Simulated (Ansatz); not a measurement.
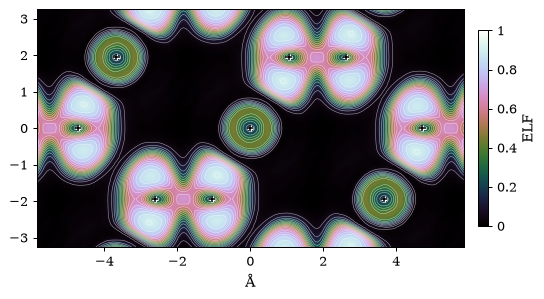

The ELF on a plane through atoms (crosses mark nuclei in the plane).

Level of theory: DFT r2SCAN, scalar-relativistic, plane waves, PAW (Ansatz).

Candidates:
A. Ti, a = 4.11 Å, b = 4.11 Å, c = 4.11 Å, α = 90.00°, β = 90.00°, γ = 90.00°. Space group Fm-3m; computed without spin polarisation.
B. SiO2, a = 4.99 Å, b = 4.99 Å, c = 6.92 Å, α = 90.00°, β = 90.00°, γ = 90.00°. Space group P4₁2₁2.
C. MgO2, a = 3.37 Å, b = 3.37 Å, c = 11.01 Å, α = 90.00°, β = 90.00°, γ = 120.00°. Space group R-3m; a structure from a database of computed crystals, not necessarily the ambient phase; changed on purpose from its base cell (strain +0.050 along x and y, +0.050 along z, atoms carried along); not relaxed (largest force 0.8 eV/Å); computed pressure about −19 GPa in this cell.

Q: Which system is this?

A: Candidate C: MgO2 on the (110) plane of the conventional cell, which holds Mg and O. Mg–O (2.21 Å): the ELF peaks at about 0.90 in the valence shell of O, 0.6 Å from its nucleus, and is about 0.40 at the midpoint; a closed-shell, largely ionic contact.
